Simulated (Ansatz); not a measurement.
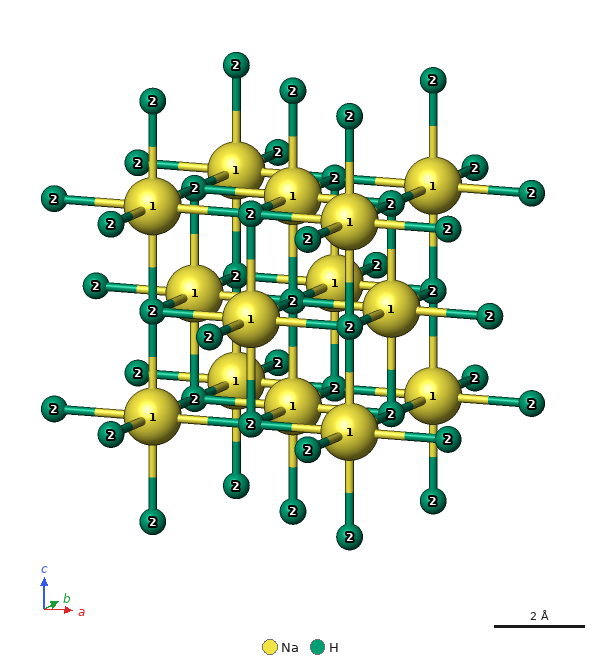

This is crystalline NaH (built on the rocksalt type) at its r2SCAN-relaxed geometry. Style: ball-and-stick. Shown: the conventional cell (4 times the calculation's cell), slightly off an axis. Lengths and directions refer to the drawn axes.

Method: DFT, r2SCAN, plane waves, PAW (Ansatz). (plane-wave cutoff 500 eV; k-point mesh 10 × 10 × 10; occupations fixed; no spin polarisation)

The variant: All lengths are scaled by +5.0 % (volume +15.8 %). The atoms were relaxed with r2SCAN under that strain, and this is a single point on that geometry.

**What is the effect?**

Energy change: +20.7 meV per atom. Pressure: 0.0 GPa before, −2.7 GPa after. All forces vanish by symmetry. Some distances before and after: H–Na 2.398 → 2.517 Å. The space group stays Fm-3m (No. 225).

The changed structure in the same view:

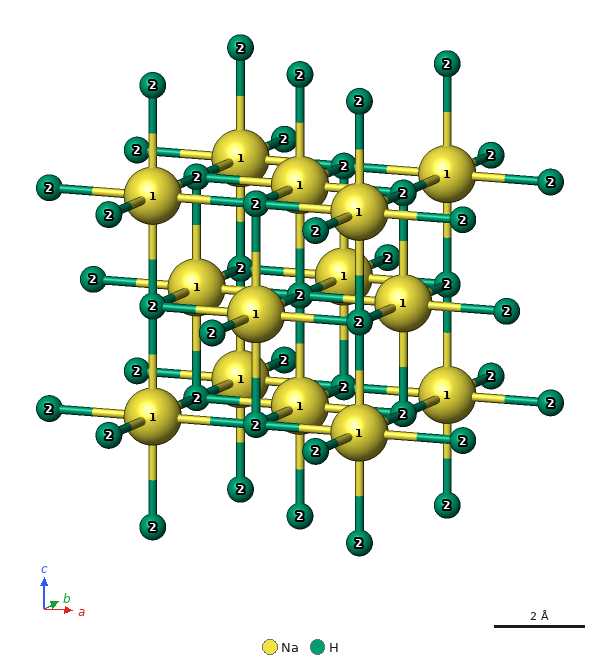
